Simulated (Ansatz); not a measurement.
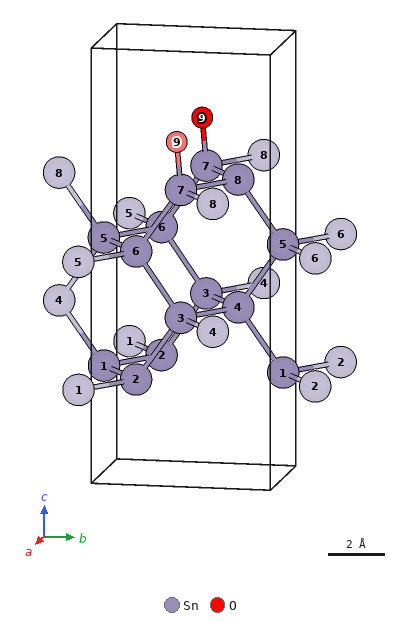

The input geometry (ball-and-stick view of the cell of the calculation, with the vacuum cut short, seen slightly off an axis; neighbours outside the cell are drawn fainter; atoms are numbered from 1 in the order of the input). An atom can appear more than once, as a periodic image.

## Geometry relaxation, with input and output: Sn₈O (part 1 of 2)

Sn₈O (slab, 9 atoms in the cell), computed with DFT PBEsol, scalar-relativistic, plane waves, PAW, no spin polarisation (Ansatz 0.2.0).

The structure derives from an entry of the Crystallography Open Database. The input holds or restrains some coordinates. Forces given for the steps count only the free coordinates. It belongs to a series of runs on one base structure; here: O over the place (1/6, 0/6) of the surface cell, its height relaxed. Figures and captions count atoms from 1; the log counts them from 0 in places.

Input file
```yaml
crystal:
  lattice:
    - [4.6255804186, 0.0, 0.0]
    - [0.0, 6.5415585618, 0.0]
    - [0.0, 0.0, 25.9383706279]
  atoms:
    - { symbol: Sn, position: [0.5, 0.0, 0.3276998437] }
    - { symbol: Sn, position: [0.0, 0.25, 0.3276998437] }
    - { symbol: Sn, position: [0.0, 0.5, 0.416864666] }
    - { symbol: Sn, position: [0.5, 0.75, 0.416864666] }
    - { symbol: Sn, position: [0.5, -0.0008212281, 0.507759393] }
    - { symbol: Sn, position: [0.0, 0.2508212281, 0.507759393] }
    - { symbol: Sn, position: [0.0, 0.5006201598, 0.5966396219] }
    - { symbol: Sn, position: [0.5, 0.7493798402, 0.5966396219] }
    - { symbol: O, position: [0.1666666667, 0.5006201598, 0.6698901752] }
basis:
  ecutwfc: 420
kpoints:
  mp_grid: { grid: [6, 5, 1] }
hamiltonian:
  xc: pbesol
scf:
  occupations: { method: gaussian, width: 0.1 }
output:
  forces: true
  eigenvalues: true
  write_density: true
  write_potential: true
  elf: true
  volumetric_format: npy
relax:
  adjacent_minimum: "off"
  f_tol: 0.02
  max_steps: 25
  constraints: [{ sites: [0, 1, 2, 3, 4, 5, 6, 7] }, { site: 8, fix: xy }]
efield:
  axis: 3
  dipole_correction: true
  ramp_width: 0.04
```

Run on 2 threads of Intel Xeon @ 2.50GHz (Skylake/Cascade Lake), 192 GiB of memory available, shared host.

Run as:
```bash
ansatz run input.yaml --threads 2 --pin off --max-ram 5120MiB --backend cpu --events-out ev --progress --plain --runs-dir out
```

What the program printed
```
Engine: ansatz 0.2.0, x86_64-unknown-linux-gnu
Pseudopotentials: kind: paw
Pseudopotential: Sn, paw, valence charge 14, recommended cutoff 420 eV (normal), Sn.paw.azcp
Pseudopotential: O, paw, valence charge 6, recommended cutoff 420 eV (normal), O.paw.azcp
Functional definition: PBEsol
  exchange = pbesol_x
  correlation = pbesol_c
Crystal: 9 atoms, lattice volume = 784.856 Å³
Basis set: ecut = 420 eV, 15333 PW (Γ), exchange–correlation on 64×90×360 points (8 copies of the dense FFT grid, shifted against one another)
Bands: 71, of which v1, the nominal top of the filled ones, is band 59 counted from 1 (58 counted from 0)
Symmetry: 1 space group operations
Space group: P1 (ITA 1), of the structure as read, at distance tolerance 9.2e-5 Å
k-points: 16 of 30 (time reversal used)
Non-local potential: Sn, projectors of the file, l = 0: 2, l = 1: 2, l = 2: 2, l = 3: 2
Non-local potential: O, projectors of the file, l = 0: 2, l = 1: 2, l = 2: 1
PAW form: soft (Blöchl's): semilocal exchange-correlation on the pseudo side does not see the compensation charge
PAW frozen core: Sn, regenerated for the run's functional, and the local potential with it (the file was generated under x = pbe(κ = 0.804, μ = 0.2195149727645171), c = pbe(β = 0.06672455060314922))
PAW frozen core: O, regenerated for the run's functional, and the local potential with it (the file was generated under x = pbe(κ = 0.804, μ = 0.2195149727645171), c = pbe(β = 0.06672455060314922))
PAW one-centre angular grid: Sn, 590 points (default); XC on 64 Gauss nodes
PAW one-centre angular grid: O, 110 points (default); XC on 64 Gauss nodes
Initial density: superposition of atomic densities (neutral atoms: chi_scale 0, normalization atom), corrected by the library's trained network
Initial wavefunctions: pseudopotential atomic-orbital guess
Functional: x = pbesol(κ = 0.804, μ = 0.12345679012345678), c = pbesol(β = 0.046)
SCF iter   1: F=—  HF=-48153.362216 eV  |F-HF|=—  |Δ(HF+E_count)|=         —  Δρ=1.38e-2  dr2=6.68e0  ethr=1.77e-3  p=-0.454 e·Å  D=-1.05e-1 V/Å  ΔV_dip=2.72 eV  dr2_dipole=2.76e0  V_vac-E_F(+/−)=7.16/4.44 eV  ⟨swp⟩=8.8  Hψ=4866  notcnv=0  defer=7
efield: sawtooth ramp at fractional position 0.9788 (placed from the atoms, in the widest stretch of the axis that holds none; the zero of the levels goes with the place), width 0.0400; the density the first Hamiltonian is built on has a dipole p = -0.454 e·Å; the dipole correction subtracts the counter field D = -1.05e-1 V/Å, which shifts the + side's vacuum level by +2.72 eV against the − side's; the planar-averaged density in the ramp window peaks in size at 4.8e-6 e/Å³
preconditioner: auto → LDOS  [metal: Δε(μ)=0.027 eV  Ē_g=18.302 eV  σ=0.100 eV  W_gap=0.15  n_scr=118 (ndim 8)  ℏωp=14.4 eV  f_vac=0.592  D(μ)=9.80/eV (n_scr^D=40)  β→1.0]
SCF iter   2: F=—  HF=-48153.186572 eV  |F-HF|=—  |Δ(HF+E_count)|=   1.76e-1  Δρ=7.12e-3  dr2=2.70e-1  ethr=1.77e-3  p=-0.429 e·Å  D=-9.88e-2 V/Å  ΔV_dip=2.56 eV  dr2_dipole=3.03e-3  V_vac-E_F(+/−)=7.06/4.50 eV  ⟨swp⟩=2.0  Hψ=1424  notcnv=0  defer=67
SCF iter   3: F=—  HF=-48153.198891 eV  |F-HF|=—  |Δ(HF+E_count)|=   1.23e-2  Δρ=4.11e-3  dr2=3.75e-1  ethr=2.29e-4  p=-0.433 e·Å  D=-9.97e-2 V/Å  ΔV_dip=2.59 eV  dr2_dipole=1.09e-1  V_vac-E_F(+/−)=7.03/4.44 eV  ⟨swp⟩=2.0  Hψ=2030  notcnv=0  defer=67
SCF iter   4: F=—  HF=-48153.201600 eV  |F-HF|=—  |Δ(HF+E_count)|=   2.71e-3  Δρ=1.55e-3  dr2=4.18e-2  ethr=2.29e-4  p=-0.426 e·Å  D=-9.82e-2 V/Å  ΔV_dip=2.55 eV  dr2_dipole=4.52e-3  V_vac-E_F(+/−)=6.98/4.44 eV  ⟨swp⟩=1.0  Hψ=1069  notcnv=0  defer=67
SCF iter   5: F=—  HF=-48153.206913 eV  |F-HF|=—  |Δ(HF+E_count)|=   5.31e-3  Δρ=6.54e-4  dr2=7.46e-3  ethr=3.55e-5  p=-0.422 e·Å  D=-9.73e-2 V/Å  ΔV_dip=2.52 eV  dr2_dipole=1.34e-3  V_vac-E_F(+/−)=6.96/4.43 eV  ⟨swp⟩=1.1  Hψ=1071  notcnv=0  defer=67
SCF iter   6: F=—  HF=-48153.207106 eV  |F-HF|=—  |Δ(HF+E_count)|=   1.92e-4  Δρ=9.70e-5  dr2=1.31e-4  ethr=6.33e-6  p=-0.419 e·Å  D=-9.67e-2 V/Å  ΔV_dip=2.51 eV  dr2_dipole=9.45e-6  V_vac-E_F(+/−)=6.94/4.44 eV  ⟨swp⟩=2.0  Hψ=1201  notcnv=0  defer=67
SCF iter   7: F=—  HF=-48153.207294 eV  |F-HF|=—  |Δ(HF+E_count)|=   1.89e-4  Δρ=4.05e-5  dr2=2.65e-5  ethr=1.11e-7  p=-0.419 e·Å  D=-9.66e-2 V/Å  ΔV_dip=2.51 eV  dr2_dipole=3.87e-6  V_vac-E_F(+/−)=6.95/4.44 eV  ⟨swp⟩=3.6  Hψ=2324  notcnv=0  defer=67
SCF iter   8: F=-48153.207290 eV  HF=-48153.207294 eV  |F-HF|=3.91e-6  |Δ(HF+E_count)|=   5.65e-7  Δρ=1.65e-5  dr2=6.07e-6  ethr=8.47e-9  p=-0.419 e·Å  D=-9.66e-2 V/Å  ΔV_dip=2.51 eV  dr2_dipole=1.70e-6  V_vac-E_F(+/−)=6.95/4.44 eV  ⟨swp⟩=24.4  Hψ=13196  notcnv=0
SCF 1 converged in 8 iterations: F = -48153.207290 eV  dr2 = 6.07e-6
  greatest PAW one-centre occupation: 0.992 electrons in one spin orbital (limit 2), on the Sn atom at site 6 (counted from 0), in its partial waves of l = 2
relax step   1: F+E_penalty+E_count = -48153.20728984 eV  Δ(F+E_penalty+E_count) = +0.000e0 eV  max|allowed force component| = 2.593e0 eV/Å  Δτ_max = 0.0000 Å  (8 SCF iters, dr2 threshold 1.00e-5 eV, accepted)
Initial density: handed on by an earlier stage of this run
Initial wavefunctions: those handed on with the density
iter 1 solved again at ethr=5.52e-4 eV; its pass at ethr=3.10e-3 eV (dr2=6.52e-1 eV) is discarded
SCF iter   1: F=—  HF=-48153.541187 eV  |F-HF|=—  |Δ(HF+E_count)|=         —  Δρ=9.02e-3  dr2=6.54e-1  ethr=5.52e-4  p=-0.419 e·Å  D=-9.66e-2 V/Å  ΔV_dip=2.51 eV  dr2_dipole=6.00e-2  V_vac-E_F(+/−)=6.97/4.46 eV  ⟨swp⟩=1.0  Hψ=4434  notcnv=0  defer=47
efield: sawtooth ramp at fractional position 0.9788 (handed on by an earlier solve), width 0.0400; the density the first Hamiltonian is built on has a dipole p = -0.419 e·Å; the dipole correction subtracts the counter field D = -9.66e-2 V/Å, which shifts the + side's vacuum level by +2.51 eV against the − side's; the planar-averaged density in the ramp window peaks in size at 4.1e-7 e/Å³
preconditioner: auto → LDOS  [metal: Δε(μ)=0.012 eV  Ē_g=18.431 eV  σ=0.100 eV  W_gap=0.07  n_scr=118 (ndim 8)  ℏωp=14.4 eV  f_vac=0.594  D(μ)=7.00/eV (n_scr^D=24)  β→1.0]
SCF iter   2: F=—  HF=-48153.442415 eV  |F-HF|=—  |Δ(HF+E_count)|=   9.88e-2  Δρ=3.01e-3  dr2=3.76e-2  ethr=5.52e-4  p=-0.349 e·Å  D=-8.06e-2 V/Å  ΔV_dip=2.09 eV  dr2_dipole=8.95e-4  V_vac-E_F(+/−)=6.52/4.43 eV  ⟨swp⟩=2.0  Hψ=1502  notcnv=0  defer=47
SCF iter   3: F=—  HF=-48153.463132 eV  |F-HF|=—  |Δ(HF+E_count)|=   2.07e-2  Δρ=1.24e-3  dr2=1.84e-2  ethr=3.19e-5  p=-0.362 e·Å  D=-8.35e-2 V/Å  ΔV_dip=2.16 eV  dr2_dipole=1.24e-3  V_vac-E_F(+/−)=6.61/4.44 eV  ⟨swp⟩=2.0  Hψ=2215  notcnv=0  defer=55
SCF iter   4: F=—  HF=-48153.463194 eV  |F-HF|=—  |Δ(HF+E_count)|=   6.20e-5  Δρ=5.88e-4  dr2=4.12e-3  ethr=1.56e-5  p=-0.360 e·Å  D=-8.31e-2 V/Å  ΔV_dip=2.16 eV  dr2_dipole=5.77e-4  V_vac-E_F(+/−)=6.60/4.44 eV  ⟨swp⟩=1.3  Hψ=1135  notcnv=0  defer=61
SCF iter   5: F=—  HF=-48153.462947 eV  |F-HF|=—  |Δ(HF+E_count)|=   2.47e-4  Δρ=1.30e-4  dr2=2.42e-4  ethr=3.50e-6  p=-0.359 e·Å  D=-8.29e-2 V/Å  ΔV_dip=2.15 eV  dr2_dipole=6.82e-6  V_vac-E_F(+/−)=6.59/4.44 eV  ⟨swp⟩=2.0  Hψ=1365  notcnv=0  defer=62
SCF iter   6: F=-48153.463029 eV  HF=-48153.463037 eV  |F-HF|=8.22e-6  |Δ(HF+E_count)|=   9.02e-5  Δρ=3.75e-5  dr2=2.82e-5  ethr=8.47e-8  p=-0.360 e·Å  D=-8.29e-2 V/Å  ΔV_dip=2.15 eV  dr2_dipole=1.16e-6  V_vac-E_F(+/−)=6.59/4.44 eV  ⟨swp⟩=22.6  Hψ=12797  notcnv=0
SCF 2 converged in 6 iterations: F = -48153.463029 eV  dr2 = 2.82e-5
relax step   2: F+E_penalty+E_count = -48153.46302902 eV  Δ(F+E_penalty+E_count) = -2.557e-1 eV  max|allowed force component| = 6.810e-2 eV/Å  Δτ_max = 0.1760 Å  (6 SCF iters, dr2 threshold 1.00e-4 eV, accepted)
SCF iter   1: F=—  HF=-48153.463129 eV  |F-HF|=—  |Δ(HF+E_count)|=         —  Δρ=1.58e-4  dr2=2.13e-4  ethr=2.16e-6  p=-0.360 e·Å  D=-8.29e-2 V/Å  ΔV_dip=2.15 eV  dr2_dipole=2.60e-5  V_vac-E_F(+/−)=6.59/4.44 eV  ⟨swp⟩=2.0  Hψ=1738  notcnv=0
efield: sawtooth ramp at fractional position 0.9788 (handed on by an earlier solve), width 0.0400; the density the first Hamiltonian is built on has a dipole p = -0.360 e·Å; the dipole correction subtracts the counter field D = -8.29e-2 V/Å, which shifts the + side's vacuum level by +2.15 eV against the − side's; the planar-averaged density in the ramp window peaks in size at 4.5e-7 e/Å³
preconditioner: auto → LDOS  [metal: Δε(μ)=0.007 eV  Ē_g=18.409 eV  σ=0.100 eV  W_gap=0.04  n_scr=118 (ndim 8)  ℏωp=14.4 eV  f_vac=0.594  D(μ)=7.66/eV (n_scr^D=24)  β→1.0]
SCF iter   2: F=—  HF=-48153.463071 eV  |F-HF|=—  |Δ(HF+E_count)|=   5.83e-5  Δρ=4.89e-5  dr2=1.11e-5  ethr=1.81e-7  p=-0.361 e·Å  D=-8.32e-2 V/Å  ΔV_dip=2.16 eV  dr2_dipole=1.24e-6  V_vac-E_F(+/−)=6.60/4.44 eV  ⟨swp⟩=2.0  Hψ=1615  notcnv=0
SCF iter   3: F=—  HF=-48153.463159 eV  |F-HF|=—  |Δ(HF+E_count)|=   8.81e-5  Δρ=2.02e-5  dr2=4.20e-6  ethr=9.45e-9  p=-0.361 e·Å  D=-8.33e-2 V/Å  ΔV_dip=2.16 eV  dr2_dipole=1.14e-7  V_vac-E_F(+/−)=6.60/4.44 eV  ⟨swp⟩=2.1  Hψ=2022  notcnv=0
SCF iter   4: F=—  HF=-48153.463159 eV  |F-HF|=—  |Δ(HF+E_count)|=   1.25e-7  Δρ=5.64e-6  dr2=7.25e-7  ethr=3.56e-9  p=-0.361 e·Å  D=-8.33e-2 V/Å  ΔV_dip=2.16 eV  dr2_dipole=2.48e-7  V_vac-E_F(+/−)=6.60/4.44 eV  ⟨swp⟩=2.0  Hψ=2013  notcnv=0
SCF iter   5: F=-48153.463160 eV  HF=-48153.463160 eV  |F-HF|=3.29e-7  |Δ(HF+E_count)|=   1.04e-6  Δρ=1.80e-6  dr2=2.90e-8  ethr=8.47e-11  p=-0.361 e·Å  D=-8.33e-2 V/Å  ΔV_dip=2.16 eV  dr2_dipole=1.54e-9  V_vac-E_F(+/−)=6.60/4.44 eV  ⟨swp⟩=14.4  Hψ=9984  notcnv=0
SCF 3 converged in 5 iterations: F = -48153.463160 eV  dr2 = 2.90e-8
relax step   3: F+E_penalty+E_count = -48153.46316030 eV  Δ(F+E_penalty+E_count) = -1.313e-4 eV  max|allowed force component| = 7.184e-3 eV/Å  Δτ_max = 0.0035 Å  (5 SCF iters, accepted)
```

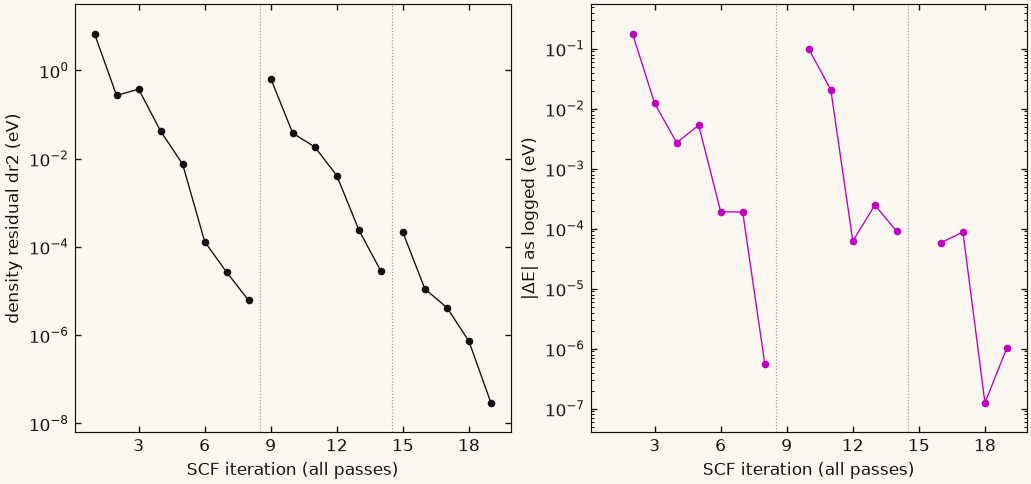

Convergence of the self-consistent field: density residual dr2 and size of the energy change against the SCF iteration. The dotted lines part the SCF passes of the relaxation: geometry steps, rejected trials and re-solves on a re-selected basis. The passes take 8, 6 and 5 iterations.

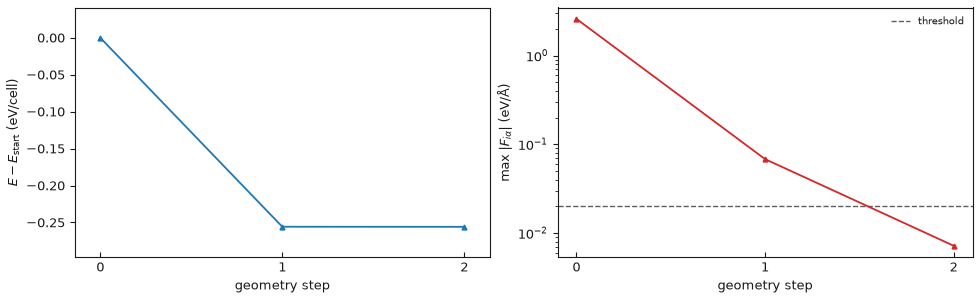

Progress of the restrained relaxation, step by step (the first geometry is step 0 here and step 1 in the log).

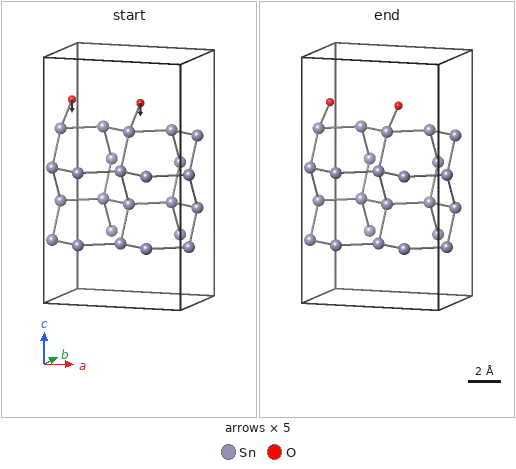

Before (left) and after (right) the restrained relaxation, at one scale (ball-and-stick view of the 2 × 1 repeat of the cell, with the vacuum cut short, seen slightly off an axis). The black arrows give the displacements, magnified 5 times. The largest move is that of O9, 0.17 Å. Sn stays in place. The cell doesn't change. Among the contacts that change: Sn7–O9 2.050 → 1.892 Å. After 2 geometry steps the energy has fallen by 0.256 eV per cell of the calculation. The largest force component goes from 2.6 to 0.0072 eV/Å. (Atoms are counted from 1 in the order of the input.)
